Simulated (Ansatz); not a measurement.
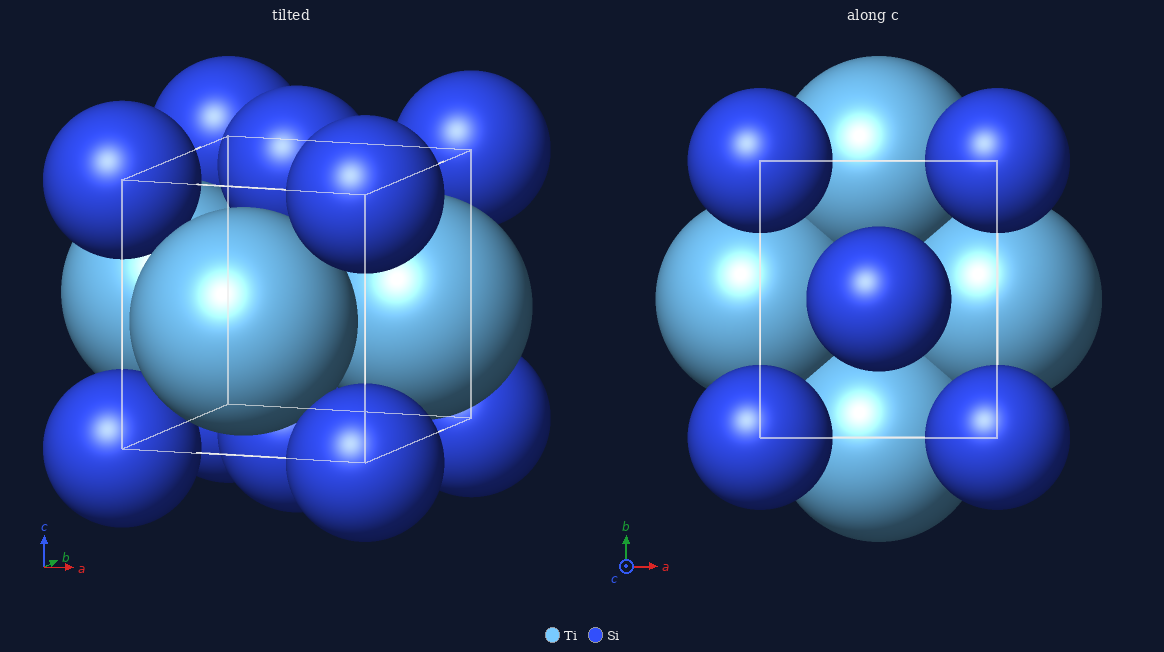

TiSi, space group Cmmm (No. 65), a = 3.632 Å, b = 4.235 Å, c = 3.804 Å, α = 90.00°, β = 90.00°, γ = 90.00°. The image is a space-filling drawing of a crystal, viewed slightly off an axis and along the c axis. The outline marks the conventional unit cell. This one geometry was run with four functionals. The cell is a structure listed in the Materials Project. It needn't be the stable form of this composition.

Alike in all runs: Ansatz 0.2.0; potentials Ansatz PAW; cutoff 420 eV; k mesh 6 × 6 × 4 on the run's cell of 2 atoms; occupations fermi-dirac, width 0.05 eV; no spin polarisation; no spin-orbit coupling. All runs are metallic.

| level | pressure (GPa) |
| --- | --- |
| PBEsol | ? |
| BLYP | 6.1 |
| LDA | -8.0 |
| HSE06 | -2.3 |

### What does PBEsol give?

Pressure -4.4 GPa. That is between LDA and HSE06 in pressure.

### Order the levels by the equilibrium volume that these pressures point to, smallest first.

LDA (-8.0 GPa), PBEsol (-4.4 GPa), HSE06 (-2.3 GPa), BLYP (6.1 GPa). A higher pressure at one volume points to a larger equilibrium volume, as long as the bulk moduli are alike; rows a few tenths of a GPa apart can't be told apart.

Notes on single rows: HSE06: the k mesh is coarse (spacing up to 0.41 Å⁻¹), so the values aren't converged, least of all with exact exchange.

Caveat: the k mesh is coarse (spacing up to 0.41 Å⁻¹), so the values aren't converged; rows whose functional differs from that of their potentials carry a shift in pressure and volume, which can reorder them.
